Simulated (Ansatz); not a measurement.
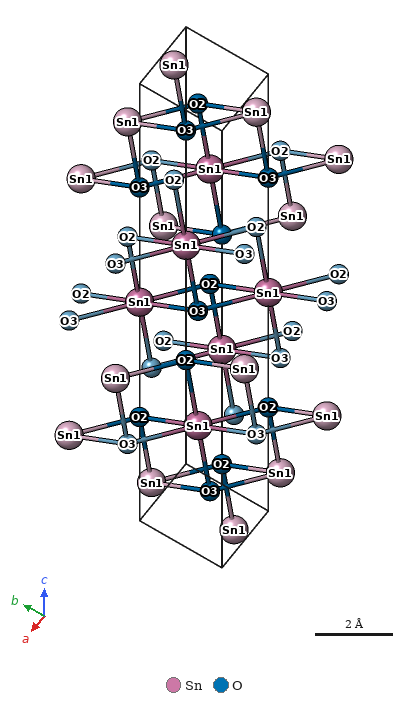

Figure 1. The structure as given in the input (ball-and-stick view of the cell 3 times as large as that of the calculation, set on its symmetry axes, seen at an oblique angle; neighbours outside the cell are drawn fainter; atoms are numbered from 1 in the order of the input). An atom can appear more than once, as a periodic image.

# Two runs on SnO$_{2}$

System: SnO$_{2}$ (R-3m, 3 atoms in the cell).
Method of run 1: DFT r2SCAN, scalar-relativistic, plane waves, PAW, no spin polarisation (Ansatz 0.2.0).

The structure derives from a Materials Project entry. Text and figures count atoms from 1; the logs count them from 0 in places.

**Input, run 1**
```yaml
crystal:
  lattice:
    - [1.7071121059, 0.9856016339, 4.307653879]
    - [-1.7071121059, 0.9856016339, 4.307653879]
    - [0.0, -1.9712032677, 4.307653879]
  atoms:
    - { symbol: Sn, position: [0.5, 0.5, 0.5] }
    - { symbol: O, position: [0.23717, 0.23717, 0.23717] }
    - { symbol: O, position: [0.76283, 0.76283, 0.76283] }
basis:
  ecutwfc: 500
kpoints:
  mp_grid: { grid: [12, 12, 12] }
hamiltonian:
  xc: r2scan
scf:
  occupations: { method: gaussian, width: 0.05 }
output:
  forces: true
  stress: true
  eigenvalues: true
```

Command:
```bash
ansatz run input.yaml --threads 1 --pin off --max-ram 2560MiB --backend cpu --events-out ev --progress --plain --runs-dir out
```

Hardware: 1 thread of Intel Xeon @ 2.70GHz, 189 GiB of memory available, shared host.

**Output, shortened to warnings, some set-up lines, iterations and results (run 1)**
```
Basis set: ecut = 500 eV, 1131 PW (Γ), exchange–correlation on 144×144×144 points (64 copies of the dense FFT grid, shifted against one another)
Symmetry: 12 space group operations
k-points: 189 of 1728
Initial density: superposition of atomic densities (neutral atoms: chi_scale 0, normalization atom), corrected by the library's trained network
[...]
SCF iter   1: F=—  HF=-7175.179141 eV  |F-HF|=—  |Δ(HF+E_count)|=         —  Δρ=1.04e-2  dr2=4.00e-2  dr2_τ=9.49e-2  ethr=1.77e-3  ⟨swp⟩=5.7  Hψ=17243  notcnv=0
SCF iter   2: F=—  HF=-7175.224580 eV  |F-HF|=—  |Δ(HF+E_count)|=   4.54e-2  Δρ=6.31e-3  dr2=6.48e-3  dr2_τ=1.69e-3  ethr=1.54e-4  ⟨swp⟩=2.0  Hψ=6986  notcnv=0
SCF iter   3: F=—  HF=-7175.223862 eV  |F-HF|=—  |Δ(HF+E_count)|=   7.18e-4  Δρ=2.32e-3  dr2=1.86e-3  dr2_τ=1.58e-4  ethr=2.49e-5  ⟨swp⟩=2.0  Hψ=5195  notcnv=0
SCF iter   4: F=—  HF=-7175.223600 eV  |F-HF|=—  |Δ(HF+E_count)|=   2.63e-4  Δρ=3.03e-4  dr2=3.99e-5  dr2_τ=2.38e-6  ethr=7.16e-6  ⟨swp⟩=2.1  Hψ=4187  notcnv=0
SCF iter   5: F=—  HF=-7175.223591 eV  |F-HF|=—  |Δ(HF+E_count)|=   8.35e-6  Δρ=6.23e-5  dr2=4.51e-7  dr2_τ=1.62e-7  ethr=1.54e-7  ⟨swp⟩=2.0  Hψ=4305  notcnv=0
SCF iter   6: F=-7175.223592 eV  HF=-7175.223592 eV  |F-HF|=2.80e-8  |Δ(HF+E_count)|=   3.78e-7  Δρ=1.62e-5  dr2=3.66e-8  dr2_τ=5.88e-9  ethr=3.85e-10  ⟨swp⟩=6.0  Hψ=15308  …
SCF 1 converged in 6 iterations: F = -7175.223592 eV  dr2 = 3.66e-8
SCF converged after 6 iterations
Free energy (F): -7175.223592 eV
Harris-Foulkes:  -7175.223592 eV  (|F-HF|=2.80e-8)
Internal energy: -7175.223592 eV  (E = F + TS)
E sigma→0 (E₀):  -7175.223592 eV
Fermi energy:    6.729429 eV
--- Per-component energies (eV) ---
  E_band       = -145.603659
  E_kinetic    = 534.934569
  E_local      = -1769.479110  (includes V_loc(G=0)·N_el)
  E_nonlocal   = 64.425254
  E_hartree    = 883.759331
  E_xc         = -516.301094
  E_vxc        = -309.400726  (∫ρ·V_xc dr)
  E_paw        = -4489.388505  (= ΣΔE_a)
  E_vpaw       = -453.496055  (= ΣTr[D̂ρ^β])
  E_aug_tail   = 0.001907  (compensation charges beyond the density's cutoff)
  E_vtau       = 19.896485  (kinetic-family band-sum trace: ∫τ·v_τ [+ j·A + Jᵃ·Aᵃ] dr)
  E_ewald      = -1883.847380
  E_core_change = 0.671438  (= ΣΔE_core)
  E_smearing   = -0.000000  (= −TS)
  E_closure    = 0.000000  (closes the sum)
  Σ components = -7175.223592   (vs F -7175.223592, Δ=0.00e0)
--- Forces (eV/Å), atoms counted from 1 ---
  atom   1  Sn    -0.00000000     0.00000000    -0.00000000
  atom   2  O     -0.00000000    -0.00000000    -0.22246697
  atom   3  O      0.00000000     0.00000000     0.22246697
  max |Σ_I F_I| component: 2.78e-17 eV/Å
--- Stress (GPa, compression-positive) ---
      -21.913061       0.000000      -0.000000
        0.000000     -21.913061       0.000000
       -0.000000       0.000000      -4.555642
  P = ⅓ Tr σ = -16.1273 GPa (-161.273 kbar)
```

For run 2 the input was changed thus:
```diff
-    - [1.7071121059, 0.9856016339, 4.307653879]
-    - [-1.7071121059, 0.9856016339, 4.307653879]
-    - [0.0, -1.9712032677, 4.307653879]
+    - [1.662668778, 0.9599422666, 4.5410198619]
+    - [-1.662668778, 0.9599422666, 4.5410198619]
+    - [0.0, -1.9198845331, 4.5410198619]
```

What does this change do to the results?

With the same functional and potentials, run 2 lies 68.0 meV per atom lower. The gap on the mesh goes from 1.19 to 1.81 eV. The pressure goes from −16.13 to −11.93 GPa. The largest force goes from 0.222 to 0.391 eV/Å. The number of SCF iterations is the same. The plane waves at Γ go from 1131 to 1091.

**Output, shortened to warnings, some set-up lines, iterations and results (run 2)**
```
Basis set: ecut = 500 eV, 1091 PW (Γ), FFT grids on a1−a3, a2−a3, a3, exchange–correlation on 100×100×144 points (64 copies of the dense FFT grid, shifted against one another)
Symmetry: 12 space group operations
k-points: 189 of 1728
Initial density: superposition of atomic densities (neutral atoms: chi_scale 0, normalization atom), corrected by the library's trained network
[...]
SCF iter   1: F=—  HF=-7175.379254 eV  |F-HF|=—  |Δ(HF+E_count)|=         —  Δρ=1.01e-2  dr2=3.73e-2  dr2_τ=1.03e-1  ethr=1.77e-3  ⟨swp⟩=5.8  Hψ=17353  notcnv=0
SCF iter   2: F=—  HF=-7175.428175 eV  |F-HF|=—  |Δ(HF+E_count)|=   4.89e-2  Δρ=5.93e-3  dr2=5.51e-3  dr2_τ=1.44e-3  ethr=1.44e-4  ⟨swp⟩=2.0  Hψ=6993  notcnv=0
SCF iter   3: F=—  HF=-7175.427762 eV  |F-HF|=—  |Δ(HF+E_count)|=   4.13e-4  Δρ=2.15e-3  dr2=1.61e-3  dr2_τ=1.43e-4  ethr=2.12e-5  ⟨swp⟩=2.1  Hψ=5095  notcnv=0
SCF iter   4: F=—  HF=-7175.427541 eV  |F-HF|=—  |Δ(HF+E_count)|=   2.21e-4  Δρ=3.42e-4  dr2=4.98e-5  dr2_τ=3.32e-6  ethr=6.21e-6  ⟨swp⟩=2.0  Hψ=4146  notcnv=0
SCF iter   5: F=—  HF=-7175.427530 eV  |F-HF|=—  |Δ(HF+E_count)|=   1.08e-5  Δρ=6.70e-5  dr2=5.25e-7  dr2_τ=1.78e-7  ethr=1.92e-7  ⟨swp⟩=2.0  Hψ=4339  notcnv=0
SCF iter   6: F=-7175.427530 eV  HF=-7175.427530 eV  |F-HF|=3.54e-8  |Δ(HF+E_count)|=   3.48e-7  Δρ=1.75e-5  dr2=4.00e-8  dr2_τ=6.16e-9  ethr=3.85e-10  ⟨swp⟩=6.0  Hψ=15493  …
SCF 1 converged in 6 iterations: F = -7175.427530 eV  dr2 = 4.00e-8
SCF converged after 6 iterations
Free energy (F): -7175.427530 eV
Harris-Foulkes:  -7175.427530 eV  (|F-HF|=3.54e-8)
Internal energy: -7175.427530 eV  (E = F + TS)
E sigma→0 (E₀):  -7175.427530 eV
Fermi energy:    6.822765 eV
--- Per-component energies (eV) ---
  E_band       = -149.177924
  E_kinetic    = 536.718617
  E_local      = -1864.409858  (includes V_loc(G=0)·N_el)
  E_nonlocal   = 64.587620
  E_hartree    = 929.203467
  E_xc         = -516.843250
  E_vxc        = -310.207346  (∫ρ·V_xc dr)
  E_paw        = -4489.919703  (= ΣΔE_a)
  E_vpaw       = -454.235662  (= ΣTr[D̂ρ^β])
  E_aug_tail   = 0.002075  (compensation charges beyond the density's cutoff)
  E_vtau       = 19.964915  (kinetic-family band-sum trace: ∫τ·v_τ [+ j·A + Jᵃ·Aᵃ] dr)
  E_ewald      = -1835.437937
  E_core_change = 0.671438  (= ΣΔE_core)
  E_smearing   = -0.000000  (= −TS)
  E_closure    = -0.000000  (closes the sum)
  Σ components = -7175.427530   (vs F -7175.427530, Δ=0.00e0)
--- Forces (eV/Å), atoms counted from 1 ---
  atom   1  Sn     0.00000000     0.00000000     0.00000000
  atom   2  O      0.00000000    -0.00000000    -0.39135897
  atom   3  O     -0.00000000     0.00000000     0.39135897
  max |Σ_I F_I| component: 5.55e-17 eV/Å
--- Stress (GPa, compression-positive) ---
      -15.513782       0.000000       0.000000
        0.000000     -15.513782       0.000000
        0.000000       0.000000      -4.757386
  P = ⅓ Tr σ = -11.9283 GPa (-119.283 kbar)
```

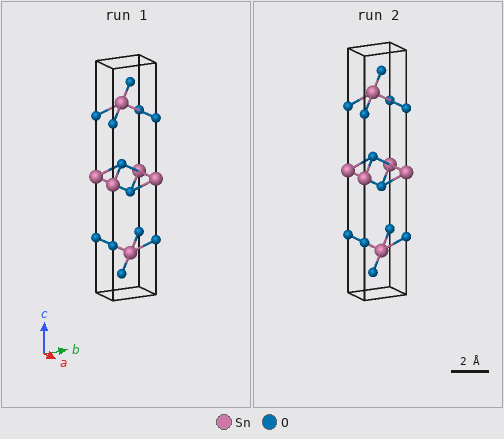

Figure 2. The two input geometries at one scale (ball-and-stick view of the cell 3 times as large as that of the calculation, set on its symmetry axes, seen slightly off an axis). The atoms keep their places relative to the cell (all moves are under 0.005 Å). The drawn cell changes at constant volume: a = b 3.414 → 3.325 Å (−2.6 %), c 12.923 → 13.623 Å (+5.4 %). Among the contacts that change: O–Sn 2.172 → 2.147 Å.

**The two runs side by side**

| quantity | run 1 | run 2 |
| --- | --- | --- |
| outcome | converged | converged |
| free energy per atom (eV) | −2391.7412 | −2391.8092 |
| gap on the mesh (eV) | 1.19 | 1.81 |
| pressure (GPa) | −16.13 | −11.93 |
| largest force (eV/Å) | 0.222 | 0.391 |
| SCF iterations | 6 | 6 |
| irreducible k-points | 189 | 189 |
| plane waves at Γ | 1131 | 1091 |
| wall time (shared host) | 13 s | 12 s |
